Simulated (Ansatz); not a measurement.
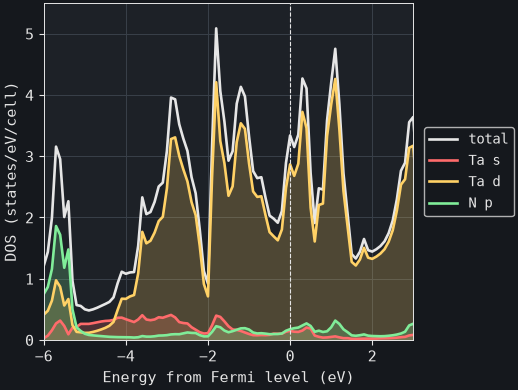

Density of states. Energies are counted from the Fermi level. The partial curves are projected on Löwdin-orthogonalised atomic shells.

Input of the run:

```yaml
crystal:
  lattice:
    - [3.0322239879, 0.0, 0.0]
    - [-1.516111994, 2.6259830035, 0.0]
    - [0.0, 0.0, 7.524137]
  atoms:
    - { symbol: Ta, position: [0.6666666667, 0.3333333333, 0.82607] }
    - { symbol: Ta, position: [0.3333333333, 0.6666666667, 0.17393] }
    - { symbol: Ta, position: [0.0, 0.0, 0.5] }
    - { symbol: "N", position: [0.0, 0.0, 0.0] }
hamiltonian:
  xc: pbe
  pseudopotentials: { kind: paw }
  hubbard: { sites: [{ species: Ta, l: d, u_eff: 3.0 }] }
kpoints:
  mp_grid: { grid: [10, 10, 4] }
scf:
  occupations: { method: fermi_dirac, width: 0.05 }
  n_extra_bands: 10
output:
  forces: true
  stress: true
  eigenvalues: true
  dos: { projected: true, de: 0.05, nscf_kmesh: { grid: [15, 15, 6] } }
```

System: Ta3N, space group P-3m1 (No. 164), 4 atoms in the cell.

Computed with Ansatz 0.2.0: PBE, Ta d U = 3 eV, Ansatz PAW, no spin polarisation, no spin-orbit coupling, 10×10×4 k mesh in the self-consistent step, 420 eV cutoff, Fermi-Dirac smearing of 0.05 eV.

What is the density of states at the Fermi level?

It is a metal. The density of states is about 3.2 per eV and cell at the Fermi level (mean within 0.1 eV) and changes fast nearby: within 0.3 eV it runs from 1.9 to 4.3 per eV and cell.

Which states dominate at the Fermi level?

By projected weight, the states within 0.3 eV of the Fermi level are Ta d (89 %).

The density of states comes from the program's own step for it, whose mesh and broadening can differ from those of the self-consistent step. U without spin polarisation on a metal has little footing. Spin-orbit coupling is left out, which matters for Ta. The cell comes from a database of computed structures, and whether it is the stable form of this composition wasn't checked.
